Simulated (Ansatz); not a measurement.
**Sensitivity of the G0W0 gap of SiC (F-43m)**

A base run on SiC (F-43m), then changed inputs.

Method: G0W0 on PBE, plane waves, norm-conserving pseudopotentials, in Ansatz 0.2.0.

**1. The starting structure**

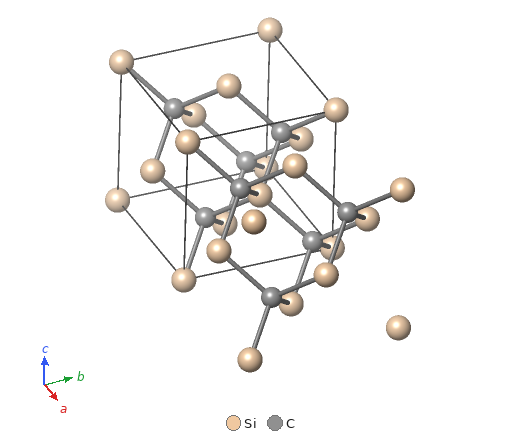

The starting structure, seen slightly off an axis (silicon light orange, carbon grey). 2×1×1 cells are drawn. This picture shows the conventional cell, with its axes. Bonds to atoms that aren't drawn are left out. Some periodic images of atoms are drawn too.

Structure file:

```cif
data_structure
_symmetry_space_group_name_H-M 'F-43m'
_symmetry_Int_Tables_number 216
_cell_length_a 4.3580
_cell_length_b 4.3580
_cell_length_c 4.3580
_cell_angle_alpha 90.000
_cell_angle_beta 90.000
_cell_angle_gamma 90.000
_cell_volume 82.77
loop_
_atom_site_label
_atom_site_type_symbol
_atom_site_symmetry_multiplicity
_atom_site_Wyckoff_symbol
_atom_site_fract_x
_atom_site_fract_y
_atom_site_fract_z
_atom_site_occupancy
Si1 Si 4 a 0.00000 0.00000 0.00000 1
C1 C 4 d 0.25000 0.25000 0.75000 1
```

The cell and positions come from the Crystallography Open Database and are kept as given unless a step says otherwise.

**2. The base run: 6×6×6 mesh, 46 empty bands, screening to 100 eV, norm-conserving files**

G0W0 replaces the xc potential by the self-energy, built once from these orbitals. Only a window of levels is corrected, while the sums run over the empty bands that the input names. This step takes norm-conserving files.

input.yaml

```yaml
crystal:
  lattice:
    - [0.0, 2.179, 2.179]
    - [2.179, 0.0, 2.179]
    - [2.179, 2.179, 0.0]
  atoms:
    - { symbol: Si, position: [0.0, 0.0, 0.0] }
    - { symbol: C, position: [0.25, 0.25, 0.25] }
kpoints:
  mp_grid: { grid: [6, 6, 6] }
hamiltonian:
  xc: pbe
  pseudopotentials: { kind: nc }
scf:
  occupations: { method: fixed }
gw:
  n_empty_bands: 46
  ecut_chi: 100
  qp_bands: [v2, c2]
  qp_kpoints: band_edges
  screening: { model: contour_deformation }
```

Command:

```bash
> ansatz run input.yaml --threads 3 --pin off --max-ram 92160MiB --backend cuda --events-out ev --progress --plain --runs-dir out --devices 1 --max-vram 13GiB
```

Numbers of over 12 decimals in the logs are rounded to 6 here.

The program printed:

```text
GPUs: using 1 of 1 available (devices: 1).
Engine: ansatz 0.2.0, x86_64-unknown-linux-gnu
Pseudopotentials: kind: nc
Pseudopotential: Si, nc, valence charge 4, recommended cutoff 489.804952 eV (normal), Si.nc.azcp
Pseudopotential: C, nc, valence charge 4, recommended cutoff 1115.666836 eV (normal), C.nc.azcp
Functional definition: PBE
  parameter kappa = 0.804
  parameter beta = 0.066725
  exchange = pbe_x(kappa = kappa, mu = beta*pi^2/3)
  correlation = pbe_c(beta = beta)
device memory: the entry about to start is reckoned to put 0.5 GiB on a device that reports 24.7 GiB free (of which the cap on the GPU budget leaves the run 13.0 GiB)
GPU FFT provider: cuFFT
GPU libraries: cuBLAS 13.8.2, cuFFT 12.4.0, cuSOLVER 12.3.4
Crystal: 2 atoms, lattice volume = 20.692 Å³
Basis set: ecut = 1115.666836 eV, 1807 PW (Γ)
Bands: 8, of which v1, the nominal top of the filled ones, is band 4 counted from 1 (3 counted from 0)
Symmetry: 24 space group operations
Space group: F-43m (ITA 216), of the structure as read, at distance tolerance 2.7e-5 Å
k-points: 16 of 216 (time reversal used)
Non-local potential: Si, projectors of the file, l = 0: 2, l = 1: 2, l = 2: 2
Non-local potential: C, projectors of the file, l = 0: 2, l = 1: 2
Initial density: superposition of atomic densities (chi_scale 0.1, normalization cell, long waves kept (reshape's long-wave potential 0.00 eV rms))
Initial wavefunctions: pseudopotential atomic-orbital guess
GPU buffer pool allocated for 46656 grid points (all kernels)
GPU transforms: local potential and band sums: pruned to the plane-wave sphere, on 36×36×36
Functional: x = pbe(κ = 0.804, μ = 0.219515), c = pbe(β = 0.066725)
SCF iter   1: F=—  HF=-281.082693 eV  |F-HF|=—  |Δ(HF+E_count)|=         —  Δρ=1.42e-1  dr2=4.99e0  ethr=3.10e-3  ⟨swp⟩=4.4  Hψ=934  notcnv=0  defer=26
preconditioner: auto → none  [insulator: Δε(μ)=3.284 eV  Ē_g=14.738 eV  n_scr=0 (ndim 8)  ℏωp=23.1 eV  f_vac=0.000  ε∞_Penn≈3.5]
SCF iter   2: F=—  HF=-279.616997 eV  |F-HF|=—  |Δ(HF+E_count)|=    1.47e0  Δρ=4.84e-2  dr2=3.03e-1  ethr=3.10e-3  ⟨swp⟩=3.3  Hψ=430  notcnv=0  defer=27
SCF iter   3: F=—  HF=-279.547060 eV  |F-HF|=—  |Δ(HF+E_count)|=   6.99e-2  Δρ=1.96e-2  dr2=4.05e-2  ethr=3.10e-3  ⟨swp⟩=2.0  Hψ=283  notcnv=0  defer=27
SCF iter   4: F=—  HF=-279.545779 eV  |F-HF|=—  |Δ(HF+E_count)|=   1.28e-3  Δρ=1.09e-3  dr2=1.76e-4  ethr=5.06e-4  ⟨swp⟩=2.0  Hψ=165  notcnv=0  defer=27
SCF iter   5: F=—  HF=-279.545878 eV  |F-HF|=—  |Δ(HF+E_count)|=   9.92e-5  Δρ=2.29e-4  dr2=3.43e-6  ethr=2.20e-6  ⟨swp⟩=2.2  Hψ=203  notcnv=0  defer=27
SCF iter   6: F=—  HF=-279.545883 eV  |F-HF|=—  |Δ(HF+E_count)|=   4.86e-6  Δρ=6.23e-5  dr2=4.38e-7  ethr=1.25e-9  ⟨swp⟩=6.5  Hψ=830  notcnv=0
[...]
Free energy (F): -279.545883 eV
Harris-Foulkes:  -279.545883 eV  (|F-HF|=9.07e-10)
Internal energy: -279.545883 eV  (E = F + TS)
E sigma→0 (E₀):  -279.545883 eV
Fermi energy:    9.508043 eV
--- Per-component energies (eV) ---
  E_band       = 28.850891
  E_kinetic    = 161.122469
  E_local      = -105.296397  (includes V_loc(G=0)·N_el)
  E_nonlocal   = 20.452881
  E_hartree    = 31.875683
  E_xc         = -102.916738
  E_vxc        = -111.179389  (∫ρ·V_xc dr)
  E_ewald      = -284.783780
  E_smearing   = -0.000000  (= −TS)
  E_closure    = 0.000000  (closes the sum)
  Σ components = -279.545883   (vs F -279.545883, Δ=0.00e0)
--- Band table (eV; the first three rows and the last of 16) ---
  k-point 0: bands = ["-5.9113", "9.5080", "9.5080", "9.5080", "15.7171", "16.7931", "16.7931", "16.7931"]
  k-point 1: bands = ["-5.3720", "7.1314", "9.1767", "9.1767", "15.8292", "17.3111", "17.3111", "17.8413"]
  k-point 2: bands = ["-3.8449", "3.3218", "8.6611", "8.6611", "15.1734", "17.1312", "17.1312", "19.4095"]
  k-point 15: bands = ["-0.7206", "2.2066", "4.9925", "5.1144", "13.4904", "16.5855", "20.3166", "21.6993"]
--- G₀W₀: contour deformation, 6 samples at zero and on the imaginary axis and 2 off it, 216 q-points, 46 empty bands' worth ---
  eigenvalues of the whole cell's RPA ε∞ on this k-mesh (on a slab, of 1 + 4πα/V) = 7.1662, 7.1662, 7.1662; static W/v taken at q = 0 is 0.139544
  gw.qp_kpoints: band_edges: 9 of 16 stored k-points solved, in 1 pass; an edge of the gap read off the rows below is read off those points alone
    valence top: of the k-points left out ik 7 came nearest to being solved in a further pass, in band 4 (counted from 1, as in the quasiparticle table): it holds the edge there only if its correction is more favourable than any solved in that band by at least 1.155 eV; those differ by 0.274 eV
    conduction bottom: of the k-points left out ik 10 came nearest to being solved in a further pass, in band 5 (counted from 1, as in the quasiparticle table): it holds the edge there only if its correction is more favourable than any solved in that band by at least 1.372 eV; those differ by 0.401 eV
    ik  band        ε_KS         Σx   Σc(E_QP)       V_xc       Z   E_QP_lin       E_QP  E_QP is
     0     3      9.5080   -18.3478     2.2589   -15.7302  0.7917     9.1484     9.1493  root
     0     4      9.5080   -18.3478     2.2589   -15.7302  0.7917     9.1484     9.1493  root
     0     5     15.7171    -9.6415    -5.0870   -15.4434  0.7837    16.4373    16.4320  root
     0     6     16.7931    -8.1522    -5.0604   -13.9483  0.7981    17.5338    17.5287  root
     1     3      9.1767   -18.3755     2.3308   -15.6543  0.7905     8.7852     8.7863  root
     1     4      9.1767   -18.3755     2.3308   -15.6543  0.7905     8.7852     8.7863  root
     1     5     15.8292    -8.8685    -4.9660   -14.5274  0.7947    16.5265    16.5221  root
     1     6     17.3111    -7.9576    -5.2430   -13.9570  0.7925    18.0732    18.0674  root
[...]
12     3      6.3128   -18.5669     3.1530   -14.7807  0.7717     5.6747     5.6796  root
    12     4      6.3128   -18.5669     3.1530   -14.7807  0.7717     5.6747     5.6796  root
    12     5     10.8509    -7.1376    -3.8857   -11.3539  0.8183    11.1820    11.1814  root
    12     6     13.8156    -7.4461    -4.3660   -12.3423  0.8206    14.3477    14.3458  root
[key lines of the parts left out:]
SCF converged after 7 iterations
```

Elapsed: 17 s, on 1 × NVIDIA H100 80GB HBM3 (shared by 6 runs) with 3 threads of AMD EPYC 7R13 (Zen 3), shared host; peak memory 0.95 GiB; 17 s of CPU time.

This step gave:

| Item | Value |
| --- | --- |
| bands summed | 50 |
| RPA ε∞ on this mesh (eigenvalues) | 7.166, 7.166, 7.166 |
| plane waves in the screening matrix | 59 |
| q-points in the mesh | 216 |
| G0W0 gap on the mesh | 2.032 eV |
| k of the valence top | 0, 0, 0 |
| k of the conduction bottom | 0, -0.5, -0.5 |
| starting gap on the mesh | 1.343 eV |
| Z at the valence top | 0.7917 |
| Z at the conduction bottom | 0.8183 |
| least direct G0W0 gap on the computed points | 5.502 eV |

The gap on the mesh goes from 1.34 eV to 2.03 eV, a correction of +0.69 eV. Between the two edge states, bare exchange in place of the xc potential would open the gap by 6.83 eV, and correlation takes back 6.14 eV.

**3. Variant: static remainder**

Edit input.yaml of step 2 so:

```diff
@@ -16,3 +16,3 @@
 gw:
-  n_empty_bands: 46
+  n_empty_bands: 21
   ecut_chi: 100
@@ -21 +21,2 @@
   screening: { model: contour_deformation }
+  static_remainder: true
```

The program printed:

```text
Warning: gw takes pair_densities: pseudo, which can misplace gaps by tens of per cent, since gw.static_remainder lacks the terms of the atoms
GPUs: using 1 of 1 available (devices: 1).
[...]
GPU FFT provider: cuFFT
GPU libraries: cuBLAS 13.8.2, cuFFT 12.4.0, cuSOLVER 12.3.4
Crystal: 2 atoms, lattice volume = 20.692 Å³
Basis set: ecut = 1115.666836 eV, 1807 PW (Γ)
Bands: 8, of which v1, the nominal top of the filled ones, is band 4 counted from 1 (3 counted from 0)
[... 1 set-up line as in the run before ...]
[...]
k-points: 16 of 216 (time reversal used)
[...]
GPU buffer pool allocated for 46656 grid points (all kernels)
[...]
SCF iter   1: F=—  HF=-281.082693 eV  |F-HF|=—  |Δ(HF+E_count)|=         —  Δρ=1.42e-1  dr2=4.99e0  ethr=3.10e-3  ⟨swp⟩=4.4  Hψ=934  notcnv=0  defer=26
[...]
SCF iter   7: F=-279.545883 eV  HF=-279.545883 eV  |F-HF|=9.07e-10  |Δ(HF+E_count)|=   1.04e-7  Δρ=6.03e-6  dr2=4.33e-9  ethr=1.25e-9  ⟨swp⟩=3.8  Hψ=490  notcnv=0
SCF 1 converged in 7 iterations: F = -279.545883 eV  dr2 = 4.33e-9
[...]
NSCF: frozen V_eff on 16 k-points, pencils in batches of 32, up to order 32
[...]
G₀W₀ screening: q 1/16
[... further progress lines ...]
[...]
NSCF: frozen V_eff on 1 k-points
[...]
SCF converged after 7 iterations
Free energy (F): -279.545883 eV
[...]
Internal energy: -279.545883 eV  (E = F + TS)
E sigma→0 (E₀):  -279.545883 eV
Fermi energy:    9.508043 eV
[...]
--- Band table (eV; the first three rows and the last of 16) ---
[...]
static-remainder magnitude (band-truncation diagnostic): 1.1838 eV
  bands read: the sum over 25 bands ends inside a degenerate multiplet in 4 slots, whose members it reads at an even weight; the widest, k=0: bands 24 to 26 (counted from 1) at 2/3 each
[...]
0     3      9.5080   -17.6068     2.0398   -14.9359  0.7924     8.8742     8.8770  root
     0     4      9.5080   -17.6068     2.0398   -14.9359  0.7924     8.8742     8.8770  root
     0     5     15.7171    -7.5363    -5.3298   -13.1957  0.7827    16.0479    16.0468  root
     0     6     16.7931    -5.8379    -5.2182   -11.3348  0.7977    17.0725    17.0718  root
     1     3      9.1767   -17.5376     2.1269   -14.7489  0.7911     8.5117     8.5149  root
     1     4      9.1767   -17.5376     2.1269   -14.7489  0.7911     8.5117     8.5149  root
     1     5     15.8292    -6.6954    -5.1631   -12.1577  0.7940    16.1292    16.1284  root
     1     6     17.3111    -5.7736    -5.4146   -11.4905  0.7925    17.6144    17.6135  root
[...]
12     3      6.3128   -17.4692     3.0506   -13.5693  0.7714     5.4545     5.4636  root
    12     4      6.3128   -17.4692     3.0506   -13.5693  0.7714     5.4545     5.4636  root
    12     5     10.8509    -6.3812    -3.9727   -10.5094  0.8186    11.0065    11.0063  root
    12     6     13.8156    -5.9666    -4.5011   -10.7753  0.8213    14.1239    14.1233  root
```

It took 13 s on 1 × NVIDIA H100 80GB HBM3 (shared by 6 runs) with 3 threads; peak memory 0.89 GiB; 5.8 s of CPU time.

Against the base:

| setting | base | variant |
| --- | --- | --- |
| empty bands | 46 | 21 |
| static remainder | - | true |

| quantity | variant | base |
| --- | --- | --- |
| starting gap on the mesh | 1.343 | 1.343 |
| G0W0 gap on the mesh | 2.129 | 2.032 |
| least direct G0W0 gap on the computed points | 5.543 | 5.502 |
| Z at the valence top | 0.792 | 0.792 |
| Z at the conduction bottom | 0.819 | 0.818 |

**4. What came out**

| Property | Result |
| --- | --- |
| base | 2.03 eV, 17 s |
| static remainder | 2.13 eV, 13 s |

In words: Static remainder: the gap moves by +0.10 eV; such settings are too crude to quote. The variant differs from the base in empty bands and static remainder together, so the change can't be laid to one of them. This option needs pseudo pair densities, which the log warns can misplace gaps. All runs here use a coarse mesh and modest cutoffs; they test settings and are not final values.

[Paths, hosts, dates, memory and timing lines, banners, echoed tables and standing remarks are left out of the program output.]

[Logs are printed without paths, hosts, clocks, repeated set-up lines and the standing remarks that a program may print on its own settings, such as how far it seeks lower states.]

[Runs of the session that timed out or met a known fault of the program may be left out.]

[Cells called generated may have been cut or substituted from an entry of the Crystallography Open Database or the Materials Project.]

[Hosts, paths, dates, database ids (printed as entryN), source tags and the programs' standing remarks are cut or masked in the printed files.]
